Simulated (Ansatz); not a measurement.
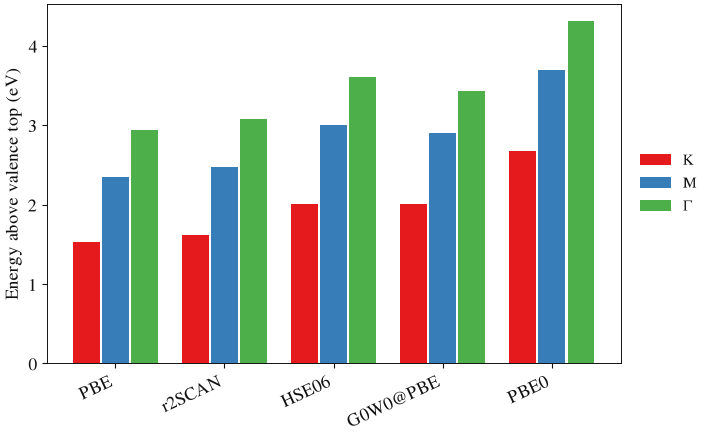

Lowest conduction level at each named k point, counted from the valence-band top at A, by several methods on one cell of WSe$_{2}$, space group P-6m2 (No. 187), 3 atoms in the cell, relaxed with r2SCAN+rVV10; a = 3.297 Å, c = 7.184 Å (hexagonal axes). All runs are without spin-orbit coupling and carry no moments. The smallest gap lies off these points.

```
  method  program  K (eV)  M (eV)  Γ (eV)
     PBE   Ansatz    1.53    2.35    2.94
  r2SCAN   Ansatz    1.62    2.48    3.08
   HSE06   Ansatz    2.01    3.00    3.61
G0W0@PBE   Ansatz    2.01    2.90    3.43
    PBE0   Ansatz    2.68    3.70    4.31
```

Question: Estimate the G0W0@r2SCAN values. It was run as: r2SCAN, Ansatz PAW set, 6×6×2 k mesh, 500 eV cutoff, fixed occupations (Ansatz), G0W0 with empty bands 254, screening cutoff 140 eV and frequency treatment contour deformation.

Answer: It starts from r2SCAN, whose row gives 1.62 eV at K. G0W0@r2SCAN gives 2.05 eV at K, 2.94 eV at M and 3.53 eV at Γ, which is +0.43 eV from r2SCAN at K.

Question: Does G0W0@r2SCAN shift these levels rigidly from r2SCAN?

Answer: The shifts are +0.43 eV at K, +0.46 eV at M and +0.45 eV at Γ, and at points that aren't plotted +0.44 eV (A), +0.46 eV (L) and +0.42 eV (H): over the named points that both runs hold, a spread of 0.04 eV on a mean of 0.44 eV, so one shift describes them well. Over all 14 corrected points, named or not, the shifts from that run's own start go from +0.32 to +0.46 eV.

Question: How do the methods rank at K?

Answer: From low to high: PBE 1.53, r2SCAN 1.62, HSE06 2.01, G0W0@PBE 2.01, G0W0@r2SCAN 2.05, PBE0 2.68 eV. Too close to rank are HSE06 against G0W0@PBE (different meshes) and G0W0@PBE against G0W0@r2SCAN (different cutoffs and GW settings).

Settings. PBE: Ansatz PAW set, 12×12×4 k mesh, 420 eV cutoff, Fermi-Dirac smearing of 0.02 eV (Ansatz 0.2.0). r2SCAN: Ansatz PAW set, 12×12×4 k mesh, 500 eV cutoff, fixed occupations (Ansatz 0.2.0). HSE06: Ansatz PAW set, 6×6×4 k mesh, 420 eV cutoff, fixed occupations (Ansatz). G0W0@PBE: PBE, Ansatz PAW set, 6×6×2 k mesh, 420 eV cutoff, fixed occupations (Ansatz 0.2.0), G0W0 with empty bands 201, screening cutoff 120 eV and frequency treatment contour deformation. PBE0: Ansatz PAW set, 6×6×4 k mesh, 420 eV cutoff, fixed occupations (Ansatz).

These are six of the 10 methods that were run on this cell. Spin-orbit coupling is left out, which matters for W and Se. The usual form of WSe2 is the layered 2H or 3R polytype. r2SCAN, HSE06, G0W0@r2SCAN and PBE0: the PAW data sets were made with another functional. LDA, GGA and most meta-GGA functionals understate gaps. HSE06 and PBE0: the k mesh is thin for exact exchange. G0W0@PBE and G0W0@r2SCAN: the k mesh is coarse, so the values aren't converged. Over all k points computed the smallest gap is 1.38 eV in PBE, 1.49 eV in r2SCAN, 1.89 eV in HSE06, 1.72 eV in G0W0@PBE, 1.82 eV in G0W0@r2SCAN and 2.56 eV in PBE0, from the valence top at A to the conduction bottom at a point off the named ones. The GW runs differ in bands or cutoffs. The GW values are at finite bands, cutoffs and mesh, short of the basis limit.
